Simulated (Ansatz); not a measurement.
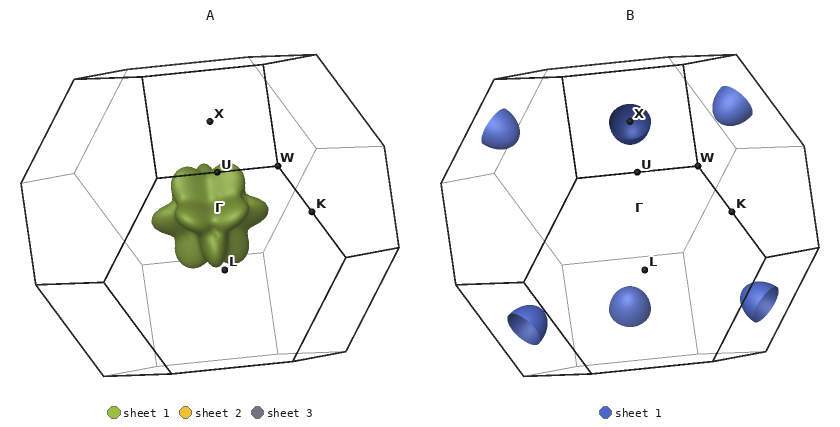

Constant-energy surfaces of Li2S (Fm-3m) near its two band edges (0.10 eV into the valence band, 0.20 eV into the conduction band), in unknown order.

Theory: DFT LDA, scalar-relativistic, plane waves, PAW; levels and slopes on a dense k mesh at the converged density in Ansatz. No spin polarisation. Mesh 34×34×34, interpolated with the band slopes. Unrelaxed database geometry.

Masses come from a second pass at points close to the extrema; at the energies drawn a band may no longer be parabolic.

Which panel shows the holes and which the electrons?

A shows the valence band (holes), B the conduction band (electrons).

Describe the extrema and the gap.

Valence band (extrema up to 0.10 eV from the edge): one maximum at Γ, three bands meeting there, with masses of 0.47 and 0.91 mₑ among them, each the same along x, y and z. Band 6 forms the valence edge; band 5 meets it there and band 4 meets it there.
Conduction band (extrema up to 0.20 eV from the edge): three equivalent minima at X, principal masses 0.33, 0.33 and 0.63 mₑ. Band 7 forms the conduction edge.
The gap is indirect, 3.17 eV at this level of theory, which underestimates gaps and can reorder valleys that lie close.

Where one band's surface lies inside another's, the outer one hides all or part of it.

Spin-orbit coupling, left out here, can split bands that meet at an edge and change their masses.

Cost: 21 s on 1 thread of Arm Neoverse V2 (shared host), peak memory 0.53 GiB.
